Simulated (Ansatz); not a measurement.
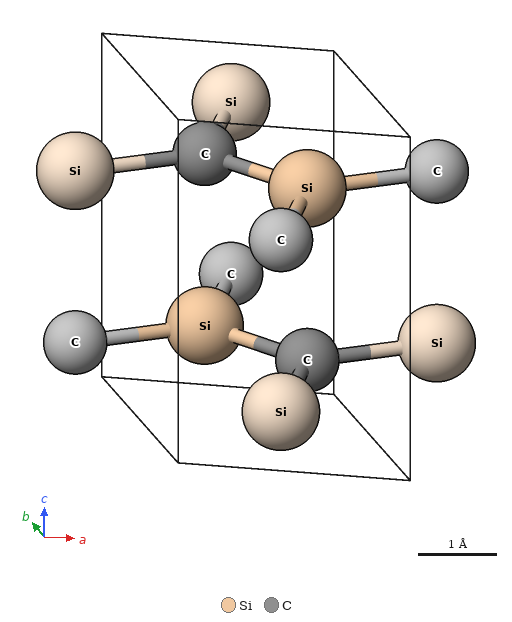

*The input geometry (ball-and-stick view of the cell of the calculation, seen at an oblique angle; neighbours outside the cell are drawn fainter).*

**SiC: single-point calculation**

The run: single-point calculation of SiC (P6₃/mmc, 4 atoms in the cell). Method and program: DFT, PBE, plane waves, PAW, no spin polarisation (Ansatz 0.2.0).

The structure was built on a prototype by a generator. The geometry comes from this level: r2SCAN (a point of a series of volumes). It belongs to a series of runs on one base structure; here: volume -8%.

**The input**
```yaml
crystal:
  lattice:
    - [3.051336508, 0.0, 0.0]
    - [-1.525668254, 2.6425349314, 0.0]
    - [0.0, 0.0, 4.797511692]
  atoms:
    - { symbol: Si, position: [0.3333333333, 0.6666666667, 0.25] }
    - { symbol: Si, position: [0.6666666667, 0.3333333333, 0.75] }
    - { symbol: C, position: [0.6666666667, 0.3333333333, 0.25] }
    - { symbol: C, position: [0.3333333333, 0.6666666667, 0.75] }
kpoints:
  mp_grid: { grid: [6, 6, 2] }
hamiltonian:
  xc: pbe
scf:
  occupations: { method: fermi_dirac, width: 0.02 }
  n_extra_bands: 5
output:
  forces: true
  stress: true
  eigenvalues: true
basis:
  ecutwfc: 260
```

Run as:
```bash
ansatz run input.yaml --threads 2 --pin off --max-ram 2764MiB --backend cpu --events-out ev --progress --plain --runs-dir out
```

**Log**
```
Warning: basis.ecutwfc = 260 eV is below the records' recommended 420 eV, and the density's cutoff is lower with it unless basis.ecutrho_ratio is high enough to keep the records' density cutoff: compare with a run at a higher cutoff
scf.n_extra_bands = 5 over 8 filled bands (N_el = 16.0): the run solves 13 bands
Engine: ansatz 0.2.0, aarch64-unknown-linux-gnu
Pseudopotentials: kind: paw
Pseudopotential: Si, paw, valence charge 4, recommended cutoff 420 eV (normal), Si.paw.azcp
Pseudopotential: C, paw, valence charge 4, recommended cutoff 420 eV (normal), C.paw.azcp
Functional definition: PBE
  parameter kappa = 0.804
  parameter beta = 0.06672455060314922
  exchange = pbe_x(kappa = kappa, mu = beta*pi^2/3)
  correlation = pbe_c(beta = beta)
Crystal: 4 atoms, lattice volume = 38.684 Å³
Basis set: ecut = 260 eV, 379 PW (Γ), exchange–correlation on 36×36×54 points (8 copies of the dense FFT grid, shifted against one another)
Bands: 13, of which v1, the nominal top of the filled ones, is band 8 counted from 1 (7 counted from 0)
Symmetry: 24 space group operations
Space group: P63/mmc (ITA 194), of the structure as read, at distance tolerance 3.4e-5 Å
k-points: 14 of 72
Non-local potential: Si, projectors of the file, l = 0: 2, l = 1: 2, l = 2: 2
Non-local potential: C, projectors of the file, l = 0: 2, l = 1: 2, l = 2: 1
PAW form: soft (Blöchl's): semilocal exchange-correlation on the pseudo side does not see the compensation charge
PAW one-centre angular grid: Si, 110 points (default); XC on 64 Gauss nodes
PAW one-centre angular grid: C, 110 points (default); XC on 64 Gauss nodes
Initial density: superposition of atomic densities (neutral atoms: chi_scale 0, normalization atom), corrected by the library's trained network
Initial wavefunctions: pseudopotential atomic-orbital guess
Functional: x = pbe(κ = 0.804, μ = 0.2195149727645171), c = pbe(β = 0.06672455060314922)
SCF iter   1: F=—  HF=-1771.293004 eV  |F-HF|=—  |Δ(HF+E_count)|=         —  Δρ=1.47e-2  dr2=2.13e-2  ethr=1.77e-3  ⟨swp⟩=5.9  Hψ=1220  notcnv=0
preconditioner: auto → none  [insulator: Δε(μ)=0.393 eV  Ē_g=12.813 eV  σ=0.020 eV  W_gap=0.67  n_scr=2 (ndim 8)  ℏωp=23.9 eV  f_vac=0.000  D(μ)=0.94/eV (n_scr^D=2)  ε∞_Penn≈4.5]
SCF iter   2: F=—  HF=-1771.298328 eV  |F-HF|=—  |Δ(HF+E_count)|=   5.32e-3  Δρ=6.87e-3  dr2=3.65e-3  ethr=1.33e-4  ⟨swp⟩=2.6  Hψ=398  notcnv=0  defer=13
SCF iter   3: F=—  HF=-1771.301245 eV  |F-HF|=—  |Δ(HF+E_count)|=   2.92e-3  Δρ=9.93e-4  dr2=1.01e-4  ethr=2.28e-5  ⟨swp⟩=3.0  Hψ=336  notcnv=0  defer=13
SCF iter   4: F=—  HF=-1771.301335 eV  |F-HF|=—  |Δ(HF+E_count)|=   8.99e-5  Δρ=7.24e-5  dr2=6.20e-7  ethr=6.31e-7  ⟨swp⟩=2.0  Hψ=274  notcnv=0  defer=13
SCF iter   5: F=—  HF=-1771.301733 eV  |F-HF|=—  |Δ(HF+E_count)|=   3.99e-4  Δρ=1.31e-5  dr2=3.36e-8  ethr=6.25e-10  ⟨swp⟩=6.5  Hψ=974  notcnv=0
SCF iter   6: F=-1771.301733 eV  HF=-1771.301733 eV  |F-HF|=3.02e-11  |Δ(HF+E_count)|=   5.55e-9  Δρ=1.83e-6  dr2=7.63e-10  ethr=2.10e-10  ⟨swp⟩=1.8  Hψ=578  notcnv=0
SCF 1 converged in 6 iterations: F = -1771.301733 eV  dr2 = 7.63e-10
  greatest PAW one-centre occupation: 0.661 electrons in one spin orbital (limit 2), on the C atom at site 3 (counted from 0), in its partial waves of l = 0
```

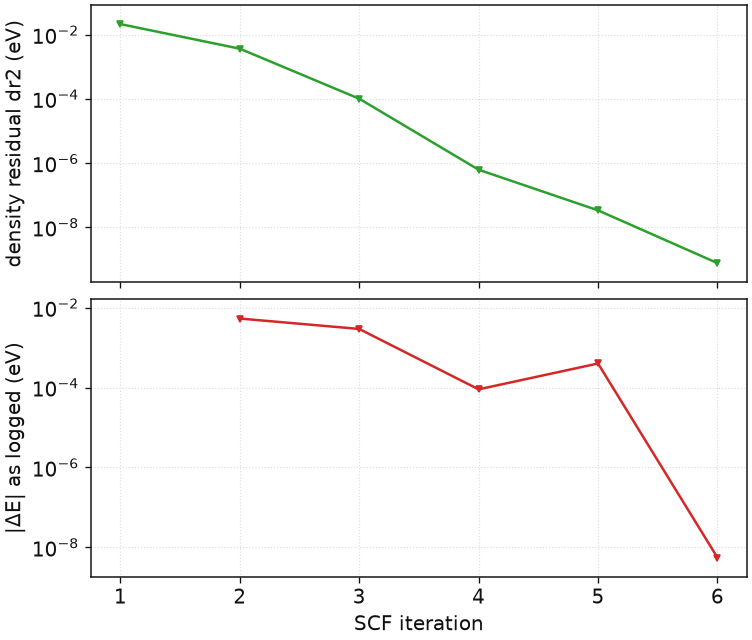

*Convergence of the self-consistent field: density residual dr2 and size of the energy change against the SCF iteration.*

The residual falls at every step.

```
SCF converged after 6 iterations
Free energy (F): -1771.301733 eV
Harris-Foulkes:  -1771.301733 eV  (|F-HF|=3.02e-11)
Internal energy: -1771.300494 eV  (E = F + TS)
E sigma→0 (E₀):  -1771.301114 eV
Entropy (-TS):   -0.001239 eV (-0.310 meV/atom)
Fermi energy:    12.835561 eV
--- Per-component energies (eV) ---
  E_band       = 68.993886
  E_kinetic    = 281.585125
  E_local      = -202.822650  (includes V_loc(G=0)·N_el)
  E_nonlocal   = 102.724047
  E_hartree    = 64.255113
  E_xc         = -214.519292
  E_vxc        = -223.268836  (∫ρ·V_xc dr)
  E_paw        = -1223.596905  (= ΣΔE_a)
  E_vpaw       = -17.734677  (= ΣTr[D̂ρ^β])
  E_aug_tail   = 0.000401  (compensation charges beyond the density's cutoff)
  E_ewald      = -578.926333
  E_smearing   = -0.001239  (= −TS)
  E_closure    = 0.000000  (closes the sum)
  Σ components = -1771.301733   (vs F -1771.301733, Δ=0.00e0)
--- Forces (eV/Å), atoms counted from 1 ---
  atom   1  Si     0.00000000     0.00000000     0.00000000
  atom   2  Si    -0.00000000    -0.00000000     0.00000000
  atom   3  C      0.00000000    -0.00000000     0.00000000
  atom   4  C      0.00000000     0.00000000     0.00000000
  max |Σ_I F_I| component: 3.24e-17 eV/Å
--- Stress (GPa, compression-positive) ---
       37.392654       0.000000       0.000000
       -0.000000      37.392654       0.000000
        0.000000       0.000000      10.075207
  P = ⅓ Tr σ = 28.2868 GPa (282.868 kbar)
--- Band table (eV; the first three rows and the last of 14) ---
  k-point 0: bands = ["-5.6882", "-1.8657", "2.4332", "8.2430", "8.2430", "9.5710", "9.5710", "12.8661", "15.0782", "17.0808", "17.0808", "17.1534", "19.1116"]
  k-point 1: bands = ["-4.3698", "-4.3698", "7.2565", "7.2565", "8.9111", "8.9111", "8.9111", "8.9111", "16.4151", "16.4151", "17.6762", "17.6762", "17.6762"]
  k-point 2: bands = ["-5.1962", "-1.4508", "2.9510", "6.1650", "7.6138", "8.2110", "9.3091", "12.4119", "15.0954", "17.1674", "17.7310", "17.9269", "18.4945"]
  k-point 13: bands = ["-0.5810", "-0.5810", "2.2106", "2.2106", "4.1305", "4.1305", "10.4236", "10.4236", "14.4835", "14.4835", "17.8046", "17.8046", "21.2880"]
```

**Results in brief**

- outcome: converged
- space group (tolerance 0.01 Å): P6₃/mmc (194)
- electrons treated: 16
- free energy: −1771.3017 eV
- Fermi energy: 12.836 eV
- band gap: none (metallic)
- pressure: 28.29 GPa
- largest force (length of the vector): under 0.001 eV/Å
- hardware: 2 threads of Arm Neoverse V1, 24 GiB of memory available, shared host
- peak memory: 0.24 GiB

**Remarks**

The program warns: the cutoff is below the recommended one. The k-point mesh is coarse for a cell of this size, so the results may not be converged.
